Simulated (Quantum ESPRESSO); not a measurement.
Ag: relaxation of cell and atoms

System: Ag (Fm-3m, 1 atom in the cell).
Method: Kohn-Sham DFT of a periodic cell, RGE2, spin-orbit coupling, PseudoDojo 0.4 FR PBE stringent, no spin polarisation (Quantum ESPRESSO 7.5).

The structure derives from an entry of the Crystallography Open Database.

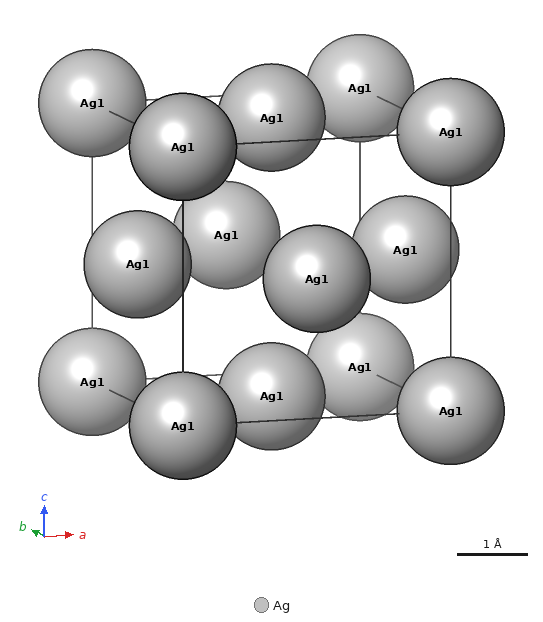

Figure 1. The structure as given in the input (spheres-only view of the cell 4 times as large as that of the calculation, set on its symmetry axes, seen slightly off an axis; atoms are numbered from 1 in the order of the input).

### The input
```python
import numpy as np
from ase.calculators.espresso import Espresso, EspressoProfile
from ase.io import read

atoms = read('Ag.cif')

input_data = {
    'control': {'calculation': 'scf', 'prefix': 'pwscf', 'outdir': './tmp', 'tprnfor': True, 'tstress': True, 'disk_io': 'low'},
    'system': {'ecutwfc': 82.0, 'nbnd': 32, 'input_dft': 'XC-000I-000I-142L-143L-000I-000I', 'occupations': 'smearing', 'smearing': 'mv', 'degauss': 0.01469973, 'noncolin': True, 'lspinorb': True, 'nosym': True},
    'electrons': {'conv_thr': 2e-10, 'electron_maxstep': 120, 'mixing_beta': 0.5, 'mixing_mode': 'local-TF'},
}
pseudopotentials = {'Ag': 'Ag.upf'}
profile = EspressoProfile(command='pw.x', pseudo_dir='pseudo')
dft = Espresso(profile=profile, input_data=input_data, pseudopotentials=pseudopotentials, kpts=(6, 6, 6), koffset=(0, 0, 0))
atoms.calc = dft

from ase.optimize import BFGS
from ase.filters import FrechetCellFilter
done = BFGS(FrechetCellFilter(atoms), trajectory='opt.traj').run(fmax=0.02, steps=30)
print('converged', done)
print('cell (A)', np.round(atoms.cell.cellpar(), 5))
print(f'energy {atoms.get_potential_energy():.8f} eV')
print('forces (eV/A)')
print(np.round(atoms.get_forces(), 6))
print('stress (eV/A^3, Voigt)')
print(np.round(atoms.get_stress(), 8))
print(f'Fermi level {dft.get_fermi_level():.4f} eV')
```

### File Ag.cif
```
data_Ag
_cell_length_a 2.88888475
_cell_length_b 2.88888475
_cell_length_c 2.88888475
_cell_angle_alpha 60.00000000
_cell_angle_beta 60.00000000
_cell_angle_gamma 60.00000000
_space_group_name_H-M_alt 'P1'
_space_group_name_Hall 'P 1'
_space_group_IT_number 1
loop_
_space_group_symop_operation_xyz
'x,y,z'
loop_
_atom_site_label
_atom_site_type_symbol
_atom_site_symmetry_multiplicity
_atom_site_Wyckoff_symbol
_atom_site_fract_x
_atom_site_fract_y
_atom_site_fract_z
_atom_site_occupancy
Ag1 Ag 1 a 0.0000000000 0.0000000000 0.0000000000 1
```

Launched with:
```bash
OMP_NUM_THREADS=1 python run.py
```

### The program's output
```
Step          Energy          fmax
BFGS:    0    -4212.169487        0.036612
BFGS:    1    -4212.169574        0.018201
converged True
cell (A) [ 2.8904  2.8904  2.8904 60.     60.     60.    ]
energy -4212.16957360 eV
forces (eV/A)
[[0. 0. 0.]]
stress (eV/A^3, Voigt)
[-0.00106598 -0.00106598 -0.00106598 -0.          0.          0.        ]
Fermi level 17.1790 eV
```

### Key numbers

```tsv
quantity	value
outcome	converged
space group (tolerance 0.01 Å)	Fm-3m (225)
electrons treated	19
free energy	−4212.1699 eV
Fermi energy	17.179 eV
gap on the k-point mesh	none (metallic)
pressure	0.17 GPa
final volume	17.07 Å³
largest force (length of the vector) at the end	under 0.001 eV/Å
final cell	a = 2.890 Å, b = 2.890 Å, c = 2.890 Å, α = 60.00°, β = 60.00°, γ = 60.00°
hardware	1 thread of Intel Xeon @ 2.60GHz (Ice Lake), 24 GiB of memory available, shared host
wall time	2.6 min
peak memory	0.22 GiB
```

Settings chosen away from the usual ones: mixing_mode set to local-TF; nosym set to true. Further notes kept with the run: potentials made for another functional. Points of doubt noted for this run: coarse mesh; potentials made for another functional.
